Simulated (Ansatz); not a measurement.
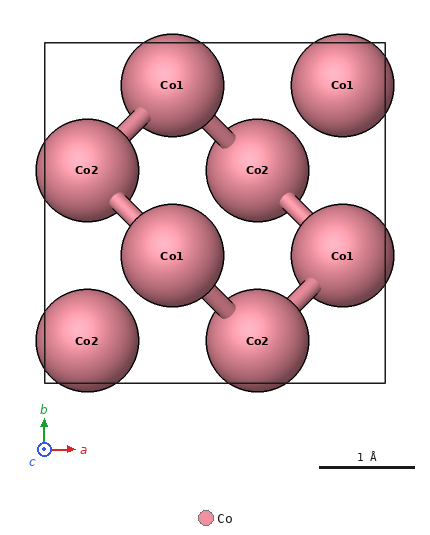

Fig. 1: The starting structure (ball-and-stick view of the cell 4 times as large as that of the calculation, set on its symmetry axes, along the c axis; atoms are numbered from 1 in the order of the input).

Co: geometry relaxation (part 1 of 3)

The run: geometry relaxation of Co (Fd-3m, 2 atoms in the cell). Method and program: DFT, PBE, PAW with Ansatz's default frozen-core files, scalar-relativistic, spin-polarised (Ansatz 0.2.0).

The structure was built on a prototype by a generator; it need not be a known phase. Its volume is 0.53 times that of the source entry. It belongs to a series of runs on one base structure; here: diamond relaxed under pressure, PAW files. Figures and captions count atoms from 1; the log counts them from 0 in places.

## Input
```yaml
crystal:
  lattice:
    - [0.0, 1.7908353915, 1.7908353915]
    - [1.7908353915, 0.0, 1.7908353915]
    - [1.7908353915, 1.7908353915, 0.0]
  atoms:
    - { symbol: Co, position: [-0.125, -0.125, -0.125], spin: 1.7 }
    - { symbol: Co, position: [0.125, 0.125, 0.125], spin: 1.7 }
magnetization:
  spin_polarized: true
kpoints:
  mp_grid: { grid: [17, 17, 17] }
scf:
  occupations: { method: fermi_dirac, width: 0.08 }
hamiltonian:
  xc: pbe
  pseudopotentials: { kind: paw }
output:
  forces: true
  stress: true
  eigenvalues: true
relax:
  f_tol: 0.005
  max_steps: 40
  cell: { p_target: 710.0, stress_tol: 0.355 }
```

Machine: 2 threads of AMD EPYC (Zen 5), 64 GiB of memory available, shared host.

Run as:
```bash
ansatz run input.yaml --threads 2 --pin off --max-ram 7168MiB --backend cpu --events-out ev --progress --plain --runs-dir out
```

## Output
```
Engine: ansatz 0.2.0, x86_64-unknown-linux-gnu
Pseudopotentials: kind: paw
Pseudopotential: Co, paw, valence charge 17, recommended cutoff 420 eV (normal), Co.paw.azcp
Functional definition: PBE
  parameter kappa = 0.804
  parameter beta = 0.06672455060314922
  exchange = pbe_x(kappa = kappa, mu = beta*pi^2/3)
  correlation = pbe_c(beta = beta)
Crystal: 2 atoms, lattice volume = 11.487 Å³
Basis set: ecut = 420 eV, 229 PW (Γ), exchange–correlation on 36×36×36 points (8 copies of the dense FFT grid, shifted against one another)
Bands: 23, of which v1, the nominal top of the filled ones, is band 17 counted from 1 (16 counted from 0)
Symmetry: 48 space group operations
Space group: Fd-3m (ITA 227), of the structure as read, at distance tolerance 2.3e-5 Å
Magnetic group: BNS 227.128 (UNI 1630), of the structure as read, at distance tolerance 2.3e-5 Å
k-points: 165 of 4913
Non-local potential: Co, projectors of the file, l = 0: 3, l = 1: 2, l = 2: 3, l = 3: 1
PAW form: soft (Blöchl's): semilocal exchange-correlation on the pseudo side does not see the compensation charge
PAW one-centre angular grid: Co, 590 points (default); XC on 64 Gauss nodes
Initial density: superposition of atomic densities (chi_scale 0.1, normalization cell)
Starting moments: Σ|m| = 3.4 μB on 2 of 2 sites
Initial wavefunctions: pseudopotential atomic-orbital guess
Functional: x = pbe(κ = 0.804, μ = 0.2195149727645171), c = pbe(β = 0.06672455060314922)
iter 1 solved again at ethr=9.30e-4 eV; its pass at ethr=3.10e-3 eV (dr2=3.16e-1 eV) is discarded
SCF iter   1: F=—  HF=-10181.871141 eV  |F-HF|=—  |Δ(HF+E_count)|=         —  Δρ=2.38e-1 (↑1.69e-1 ↓2.38e-1)  dr2=3.15e-1  dr2_m=4.06e0  M=1.209 μB ∫|m|=1.209 μB  β_m=0.30  ethr=9.30e-4  ⟨swp⟩=1.0  Hψ=47346  notcnv=0
Mixer restart at iter 1: flushing history
preconditioner: auto → none  [metal: Δε(μ)=0.007 eV  Ē_g=14.856 eV  σ=0.080 eV  W_gap=0.02  n_scr=8 (ndim 8)  ℏωp=46.5 eV  f_vac=0.000  D(μ)=1.22/eV (n_scr^D=14)  sad-step TF]
SCF iter   2: F=—  HF=-10197.880218 eV  |F-HF|=—  |Δ(HF+E_count)|=    1.60e1  Δρ=2.32e-1 (↑1.16e-1 ↓2.32e-1)  dr2=8.19e-1  dr2_m=2.96e0  M=0.933 μB ∫|m|=0.933 μB  β_m=0.65  ethr=9.26e-4  ⟨swp⟩=2.8  Hψ=12945  notcnv=0
SCF iter   3: F=—  HF=-10222.002729 eV  |F-HF|=—  |Δ(HF+E_count)|=    2.41e1  Δρ=1.20e-1 (↑1.20e-1 ↓4.76e-2)  dr2=3.45e-1  dr2_m=7.00e-1  M=0.384 μB ∫|m|=0.384 μB  β_m=0.73  ethr=9.26e-4  ⟨swp⟩=4.7  Hψ=22109  notcnv=0
SCF iter   4: F=—  HF=-10223.599982 eV  |F-HF|=—  |Δ(HF+E_count)|=    1.60e0  Δρ=1.97e-2 (↑9.43e-3 ↓1.97e-2)  dr2=3.79e-2  dr2_m=3.79e-3  M=-0.041 μB ∫|m|=0.042 μB  β_m=0.68  ethr=9.26e-4  ⟨swp⟩=2.9  Hψ=18425  notcnv=0  defer=155
SCF iter   5: F=—  HF=-10223.859065 eV  |F-HF|=—  |Δ(HF+E_count)|=         —  Δρ=1.53e-2 (↑1.28e-2 ↓1.53e-2)  dr2=4.77e-2  dr2_m=8.38e-4  M=-0.001 μB ∫|m|=0.007 μB  β_m=0.68  ethr=1.11e-4  ⟨swp⟩=2.8  Hψ=15643  notcnv=0  defer=161
Mixer restart at iter 5: flushing history
SCF iter   6: F=—  HF=-10223.941577 eV  |F-HF|=—  |Δ(HF+E_count)|=   8.25e-2  Δρ=8.76e-3 (↑8.76e-3 ↓8.58e-3)  dr2=1.53e-2  dr2_m=9.80e-5  M=-0.000 μB ∫|m|=0.003 μB  β_m=0.59  ethr=1.11e-4  ⟨swp⟩=2.8  Hψ=15579  notcnv=0  defer=163
SCF iter   7: F=—  HF=-10223.938702 eV  |F-HF|=—  |Δ(HF+E_count)|=   2.88e-3  Δρ=5.61e-3 (↑5.44e-3 ↓5.61e-3)  dr2=7.75e-3  dr2_m=4.66e-5  M=-0.000 μB ∫|m|=0.002 μB  β_m=0.62  ethr=4.49e-5  ⟨swp⟩=2.3  Hψ=16253  notcnv=0  defer=98
SCF iter   8: F=—  HF=-10223.944209 eV  |F-HF|=—  |Δ(HF+E_count)|=   5.51e-3  Δρ=2.18e-3 (↑2.12e-3 ↓2.18e-3)  dr2=1.12e-3  dr2_m=7.71e-6  M=-0.000 μB ∫|m|=0.001 μB  β_m=0.70  ethr=2.28e-5  ⟨swp⟩=2.3  Hψ=10569  notcnv=0  defer=86
SCF iter   9: F=—  HF=-10223.945204 eV  |F-HF|=—  |Δ(HF+E_count)|=   9.95e-4  Δρ=5.36e-4 (↑5.36e-4 ↓5.25e-4)  dr2=7.26e-5  dr2_m=4.69e-7  M=-0.000 μB ∫|m|=0.000 μB  β_m=0.76  ethr=3.30e-6  ⟨swp⟩=2.2  Hψ=11083  notcnv=0  defer=84
SCF iter  10: F=—  HF=-10223.945184 eV  |F-HF|=—  |Δ(HF+E_count)|=   2.03e-5  Δρ=5.78e-5 (↑5.78e-5 ↓5.25e-5)  dr2=9.92e-7  dr2_m=9.99e-9  M=0.000 μB ∫|m|=0.000 μB  β_m=0.88  ethr=2.14e-7  ⟨swp⟩=2.0  Hψ=12626  notcnv=0  defer=84
SCF iter  11: F=—  HF=-10223.945185 eV  |F-HF|=—  |Δ(HF+E_count)|=   1.44e-6  Δρ=9.12e-6 (↑9.12e-6 ↓8.82e-6)  dr2=1.74e-8  dr2_m=4.11e-11  M=0.000 μB ∫|m|=0.000 μB  β_m=0.87  ethr=2.92e-9  ⟨swp⟩=2.1  Hψ=11263  notcnv=0  defer=84
SCF iter  12: F=-10223.945185 eV  HF=-10223.945185 eV  |F-HF|=1.44e-10  |Δ(HF+E_count)|=   1.87e-9  Δρ=9.04e-7 (↑9.04e-7 ↓7.39e-7)  dr2=2.07e-10  dr2_m=2.52e-12  M=0.000 μB ∫|m|=0.000 μB  ethr=5.10e-11  ⟨swp⟩=5.2  Hψ=36195  notcnv=0
WARN: the starting moments were not kept: the SCF closed with an absolute magnetisation of 7.9e-7 μB, where they sum to 3.4 μB in size (2 sites). That is at most 0.1 of that sum. Measured as dr2_m measures the in/out step, that magnetisation stands 8.0e-13 eV from none, at or under the dr2_threshold of 1.0e-7 eV: it is no larger than a step whose dr2_m would equal this threshold. The system may hold no moment; this SCF shows only that its start led to no more than that. To try another start: raise the starting moments (crystal.atoms[].spin, magnetization.per_species, magnetization.initial_magnetization, or on a non-collinear deck that types none of these the spinor_matrix: blocks that start its atoms; where the total moment is fixed, keep their sum and leave initial_magnetization as it is; typed ones take the place of any that the run laid by itself, positive ones on a crystal's lanthanoids without a Hubbard term where scf.initial_density.shell_occupations: [] is typed) or, if the notice of its spin-set hold's release reads "site moments contracting" or "site moments show no strong build", lengthen the hold (scf.mixing.spin_hold: { on: { confirm: 4 } }; for m-r²SCAN on two components see the key's manual first). Each may lead to a state that holds a moment. A second SCF, from the converged charge density, with the starting moments and any scf.initial_density.shell_occupations laid on it anew, would have followed, and was not run: the deck does not ask for one (magnetization.retry_lost_moments is false, the default). To let it run, set magnetization.retry_lost_moments: true and run the deck again, where that key's refused combinations let it; where memory then withholds it, that run's warning says so.
SCF 1 converged in 12 iterations: F = -10223.945185 eV  dr2 = 2.07e-10
  greatest PAW one-centre occupation: 1.015 electrons in one spin orbital (limit 2), on the Co atom at site 1 (counted from 0), in its partial waves of l = 1
relax step   1: F+E_penalty+E_count = -10223.94518520 eV  Δ(F+E_penalty+E_count) = +0.000e0 eV  max|allowed force component| = 9.252e-17 eV/Å  Δτ_max = 0.0000 Å  P = +1051.656 GPa  Ω = 11.487 Å³  (12 SCF iters, dr2 threshold 1.00e-7 eV, accepted)
Crystal: 2 atoms, lattice volume = 13.281 Å³
Basis set: ecut = 420 eV, 259 PW (Γ), exchange–correlation on 36×36×36 points (8 copies of the dense FFT grid, shifted against one another)
Initial density: handed on by an earlier stage of this run
Starting moments: Σ|m| = 3.4 μB on 2 of 2 sites; this step starts from the density that it was given
Initial wavefunctions: those handed on with the density
SCF iter   1: F=—  HF=-10233.472641 eV  |F-HF|=—  |Δ(HF+E_count)|=         —  Δρ=9.07e-2 (↑6.41e-2 ↓9.07e-2)  dr2=1.27e0  dr2_m=9.39e-2  M=-0.051 μB ∫|m|=0.051 μB  β_m=0.30  ethr=3.10e-3  ⟨swp⟩=5.9  Hψ=34777  notcnv=0
preconditioner: auto → none  [metal: Δε(μ)=0.008 eV  Ē_g=14.895 eV  σ=0.080 eV  W_gap=0.03  n_scr=8 (ndim 8)  ℏωp=43.2 eV  f_vac=0.000  D(μ)=1.19/eV (n_scr^D=14)]
SCF iter   2: F=—  HF=-10233.197734 eV  |F-HF|=—  |Δ(HF+E_count)|=   2.75e-1  Δρ=2.50e-2 (↑1.90e-2 ↓2.50e-2)  dr2=1.76e-2  dr2_m=4.60e-2  M=-0.047 μB ∫|m|=0.047 μB  β_m=0.33  ethr=3.10e-3  ⟨swp⟩=2.2  Hψ=14931  notcnv=0  defer=29
SCF iter   3: F=—  HF=-10232.988813 eV  |F-HF|=—  |Δ(HF+E_count)|=         —  Δρ=1.76e-2 (↑1.76e-2 ↓1.06e-2)  dr2=2.28e-2  dr2_m=1.92e-2  M=-0.037 μB ∫|m|=0.037 μB  β_m=0.33  ethr=5.17e-5  ⟨swp⟩=2.5  Hψ=12989  notcnv=0  defer=29
Mixer restart at iter 3: flushing history
SCF iter   4: F=—  HF=-10233.091594 eV  |F-HF|=—  |Δ(HF+E_count)|=   1.03e-1  Δρ=1.47e-2 (↑9.18e-3 ↓1.47e-2)  dr2=1.24e-2  dr2_m=9.94e-3  M=-0.026 μB ∫|m|=0.026 μB  β_m=0.38  ethr=5.17e-5  ⟨swp⟩=2.5  Hψ=14535  notcnv=0  defer=29
SCF iter   5: F=—  HF=-10233.172992 eV  |F-HF|=—  |Δ(HF+E_count)|=   8.14e-2  Δρ=9.69e-3 (↑5.66e-3 ↓9.69e-3)  dr2=4.77e-3  dr2_m=4.77e-3  M=-0.018 μB ∫|m|=0.018 μB  β_m=0.39  ethr=3.66e-5  ⟨swp⟩=2.0  Hψ=11074  notcnv=0  defer=29
SCF iter   6: F=—  HF=-10233.238060 eV  |F-HF|=—  |Δ(HF+E_count)|=   6.51e-2  Δρ=3.85e-3 (↑2.32e-3 ↓3.85e-3)  dr2=4.69e-4  dr2_m=9.49e-4  M=-0.008 μB ∫|m|=0.008 μB  β_m=0.64  ethr=1.40e-5  ⟨swp⟩=2.0  Hψ=13960  notcnv=0  defer=29
SCF iter   7: F=—  HF=-10233.254872 eV  |F-HF|=—  |Δ(HF+E_count)|=   1.68e-2  Δρ=3.08e-4 (↑1.88e-4 ↓3.08e-4)  dr2=1.50e-5  dr2_m=1.52e-6  M=-0.000 μB ∫|m|=0.000 μB  β_m=0.78  ethr=1.38e-6  ⟨swp⟩=2.0  Hψ=13270  notcnv=0  defer=29
SCF iter   8: F=—  HF=-10233.254902 eV  |F-HF|=—  |Δ(HF+E_count)|=   2.98e-5  Δρ=3.67e-5 (↑3.41e-5 ↓3.67e-5)  dr2=1.48e-7  dr2_m=6.63e-8  M=-0.000 μB ∫|m|=0.000 μB  β_m=0.89  ethr=4.41e-8  ⟨swp⟩=2.1  Hψ=11035  notcnv=0  defer=29
iter 9 did not close the SCF: its close was put off for a magnetic moment that had not settled (scf_convergence_deferred on its scf_iter line)
SCF iter   9: F=-10233.254903 eV  HF=-10233.254903 eV  |F-HF|=4.95e-9  |Δ(HF+E_count)|=   1.31e-6  Δρ=5.96e-6 (↑4.40e-6 ↓5.96e-6)  dr2=9.24e-9  dr2_m=7.01e-10  M=-0.000 μB ∫|m|=0.000 μB  β_m=0.94  ethr=4.35e-10  ⟨swp⟩=4.0  Hψ=34570  notcnv=0
SCF iter  10: F=-10233.254903 eV  HF=-10233.254903 eV  |F-HF|=5.44e-10  |Δ(HF+E_count)|=   1.21e-9  Δρ=1.32e-6 (↑1.32e-6 ↓1.32e-6)  dr2=7.25e-10  dr2_m=9.87e-13  M=-0.000 μB ∫|m|=0.000 μB  ethr=2.72e-11  ⟨swp⟩=2.0  Hψ=21543  notcnv=0
the starting moments were not kept: the SCF closed with an absolute magnetisation of 6.6e-7 μB, where they sum to 3.4 μB in size (2 sites). That is at most 0.1 of that sum. Measured as dr2_m measures the in/out step, that magnetisation stands 1.7e-13 eV from none, at or under the dr2_threshold of 2.0e-7 eV: it is no larger than a step whose dr2_m would equal this threshold.
SCF 2 converged in 10 iterations: F = -10233.254903 eV  dr2 = 7.25e-10
  greatest PAW one-centre occupation: 1.009 electrons in one spin orbital (limit 2), on the Co atom at site 1 (counted from 0), in its partial waves of l = 1
relax step   2: F+E_penalty+E_count = -10233.25490307 eV  Δ(F+E_penalty+E_count) = -9.310e0 eV  max|allowed force component| = 3.331e-16 eV/Å  Δτ_max = 0.0000 Å  P = +660.567 GPa  Ω = 13.281 Å³  energy of the carried Pulay correction = -9.316e-2 eV  (10 SCF iters, dr2 threshold 2.00e-7 eV, accepted)
Crystal: 2 atoms, lattice volume = 13.024 Å³
iter 1 solved again at ethr=1.47e-5 eV; its pass at ethr=3.10e-3 eV (dr2=4.98e-3 eV) is discarded
SCF iter   1: F=—  HF=-10232.149391 eV  |F-HF|=—  |Δ(HF+E_count)|=         —  Δρ=7.42e-3 (↑5.09e-3 ↓7.42e-3)  dr2=5.06e-3  dr2_m=1.42e-3  M=0.008 μB ∫|m|=0.008 μB  β_m=0.30  ethr=1.47e-5  ⟨swp⟩=1.1  Hψ=37782  notcnv=0
preconditioner: auto → none  [metal: Δε(μ)=0.005 eV  Ē_g=15.248 eV  σ=0.080 eV  W_gap=0.02  n_scr=8 (ndim 8)  ℏωp=43.7 eV  f_vac=0.000  D(μ)=1.39/eV (n_scr^D=14)]
SCF iter   2: F=—  HF=-10232.158724 eV  |F-HF|=—  |Δ(HF+E_count)|=   9.33e-3  Δρ=3.63e-3 (↑2.67e-3 ↓3.63e-3)  dr2=5.27e-4  dr2_m=7.60e-4  M=0.006 μB ∫|m|=0.006 μB  β_m=0.40  ethr=1.47e-5  ⟨swp⟩=2.0  Hψ=11116  notcnv=0
SCF iter   3: F=—  HF=-10232.167925 eV  |F-HF|=—  |Δ(HF+E_count)|=   9.20e-3  Δρ=2.52e-3 (↑1.34e-3 ↓2.52e-3)  dr2=5.83e-4  dr2_m=1.95e-4  M=0.003 μB ∫|m|=0.003 μB  β_m=0.51  ethr=1.55e-6  ⟨swp⟩=2.0  Hψ=13191  notcnv=0
SCF iter   4: F=—  HF=-10232.171891 eV  |F-HF|=—  |Δ(HF+E_count)|=   3.97e-3  Δρ=3.96e-4 (↑3.94e-4 ↓3.96e-4)  dr2=6.66e-5  dr2_m=1.57e-6  M=0.000 μB ∫|m|=0.000 μB  β_m=0.70  ethr=1.55e-6  ⟨swp⟩=2.0  Hψ=13234  notcnv=0
SCF iter   5: F=—  HF=-10232.171887 eV  |F-HF|=—  |Δ(HF+E_count)|=   4.31e-6  Δρ=4.30e-5 (↑4.30e-5 ↓2.70e-5)  dr2=9.56e-8  dr2_m=2.43e-8  M=0.000 μB ∫|m|=0.000 μB  β_m=0.83  ethr=1.96e-7  ⟨swp⟩=2.2  Hψ=9830  notcnv=0
SCF iter   6: F=—  HF=-10232.171887 eV  |F-HF|=—  |Δ(HF+E_count)|=   5.18e-7  Δρ=2.17e-5 (↑1.41e-5 ↓2.17e-5)  dr2=9.86e-8  dr2_m=4.70e-9  M=0.000 μB ∫|m|=0.000 μB  β_m=0.91  ethr=2.81e-10  ⟨swp⟩=2.4  Hψ=13458  notcnv=0
SCF iter   7: F=-10232.171887 eV  HF=-10232.171887 eV  |F-HF|=7.28e-12  |Δ(HF+E_count)|=   1.14e-7  Δρ=4.54e-7 (↑3.98e-7 ↓4.54e-7)  dr2=1.27e-11  dr2_m=5.81e-12  M=0.000 μB ∫|m|=0.000 μB  ethr=2.81e-10  ⟨swp⟩=2.8  Hψ=27467  notcnv=0
the starting moments were not kept: the SCF closed with an absolute magnetisation of 1.6e-6 μB, where they sum to 3.4 μB in size (2 sites). That is at most 0.1 of that sum. Measured as dr2_m measures the in/out step, that magnetisation stands 1.3e-12 eV from none, at or under the dr2_threshold of 2.0e-7 eV: it is no larger than a step whose dr2_m would equal this threshold.
SCF 3 converged in 7 iterations: F = -10232.171887 eV  dr2 = 1.27e-11
  greatest PAW one-centre occupation: 1.010 electrons in one spin orbital (limit 2), on the Co atom at site 1 (counted from 0), in its partial waves of l = 1
relax step   3: F+E_penalty+E_count = -10232.17188741 eV  Δ(F+E_penalty+E_count) = +1.083e0 eV  max|allowed force component| = 6.661e-16 eV/Å  Δτ_max = 0.0000 Å  P = +705.280 GPa  Ω = 13.024 Å³  energy of the carried Pulay correction = -8.090e-2 eV  (7 SCF iters, dr2 threshold 2.00e-7 eV, accepted)
Crystal: 2 atoms, lattice volume = 12.998 Å³
iter 1 solved again at ethr=3.94e-8 eV; its pass at ethr=3.10e-3 eV (dr2=1.34e-5 eV) is discarded
SCF iter   1: F=—  HF=-10232.055346 eV  |F-HF|=—  |Δ(HF+E_count)|=         —  Δρ=4.80e-4 (↑4.80e-4 ↓4.35e-4)  dr2=1.40e-5  dr2_m=1.56e-5  M=0.001 μB ∫|m|=0.001 μB  β_m=0.65  ethr=3.94e-8  ⟨swp⟩=2.3  Hψ=37079  notcnv=0
preconditioner: auto → none  [metal: Δε(μ)=0.008 eV  Ē_g=15.319 eV  σ=0.080 eV  W_gap=0.02  n_scr=0 (ndim 8)  ℏωp=43.7 eV  f_vac=0.000  D(μ)=1.40/eV (n_scr^D=14)]
SCF iter   2: F=—  HF=-10232.055658 eV  |F-HF|=—  |Δ(HF+E_count)|=   3.12e-4  Δρ=4.32e-4 (↑2.64e-4 ↓4.32e-4)  dr2=2.66e-5  dr2_m=2.79e-6  M=0.000 μB ∫|m|=0.000 μB  β_m=0.30  ethr=3.94e-8  ⟨swp⟩=2.0  Hψ=10578  notcnv=0
SCF iter   3: F=—  HF=-10232.055720 eV  |F-HF|=—  |Δ(HF+E_count)|=   6.16e-5  Δρ=2.40e-4 (↑1.19e-4 ↓2.40e-4)  dr2=5.97e-6  dr2_m=1.67e-6  M=0.000 μB ∫|m|=0.000 μB  β_m=0.48  ethr=3.94e-8  ⟨swp⟩=2.1  Hψ=10856  notcnv=0
SCF iter   4: F=—  HF=-10232.055832 eV  |F-HF|=—  |Δ(HF+E_count)|=   1.12e-4  Δρ=1.67e-4 (↑1.11e-4 ↓1.67e-4)  dr2=6.26e-6  dr2_m=1.83e-7  M=0.000 μB ∫|m|=0.000 μB  β_m=0.58  ethr=1.76e-8  ⟨swp⟩=2.0  Hψ=12985  notcnv=0
SCF iter   5: F=—  HF=-10232.055871 eV  |F-HF|=—  |Δ(HF+E_count)|=   3.95e-5  Δρ=3.71e-5 (↑3.32e-5 ↓3.71e-5)  dr2=3.74e-7  dr2_m=8.54e-10  M=0.000 μB ∫|m|=0.000 μB  β_m=0.79  ethr=1.76e-8  ⟨swp⟩=2.0  Hψ=12507  notcnv=0
SCF iter   6: F=—  HF=-10232.055875 eV  |F-HF|=—  |Δ(HF+E_count)|=   3.53e-6  Δρ=7.59e-6 (↑7.59e-6 ↓7.40e-6)  dr2=2.07e-8  dr2_m=2.00e-11  M=-0.000 μB ∫|m|=0.000 μB  β_m=0.88  ethr=1.10e-9  ⟨swp⟩=2.0  Hψ=13248  notcnv=0
SCF iter   7: F=-10232.055875 eV  HF=-10232.055875 eV  |F-HF|=6.35e-9  |Δ(HF+E_count)|=   1.52e-7  Δρ=5.07e-6 (↑4.86e-6 ↓5.07e-6)  dr2=7.93e-9  dr2_m=2.37e-12  M=-0.000 μB ∫|m|=0.000 μB  ethr=6.09e-11  ⟨swp⟩=1.8  Hψ=25823  notcnv=0
the starting moments were not kept: the SCF closed with an absolute magnetisation of 2.5e-7 μB, where they sum to 3.4 μB in size (2 sites). That is at most 0.1 of that sum. Measured as dr2_m measures the in/out step, that magnetisation stands 2.5e-14 eV from none, at or under the dr2_threshold of 2.0e-7 eV: it is no larger than a step whose dr2_m would equal this threshold.
SCF 4 converged in 7 iterations: F = -10232.055875 eV  dr2 = 7.93e-9
relax step   4: F+E_penalty+E_count = -10232.05587505 eV  Δ(F+E_penalty+E_count) = +1.160e-1 eV  max|allowed force component| = 2.359e-16 eV/Å  Δτ_max = 0.0000 Å  P = +710.075 GPa  Ω = 12.998 Å³  energy of the carried Pulay correction = -7.961e-2 eV  (7 SCF iters, dr2 threshold 2.00e-7 eV, accepted)
Initial wavefunctions: pseudopotential atomic-orbital guess (no wavefunctions were taken with the density)
iter 1 solved again at ethr=2.08e-6 eV; its pass at ethr=3.10e-3 eV (dr2=7.07e-4 eV) is discarded
```
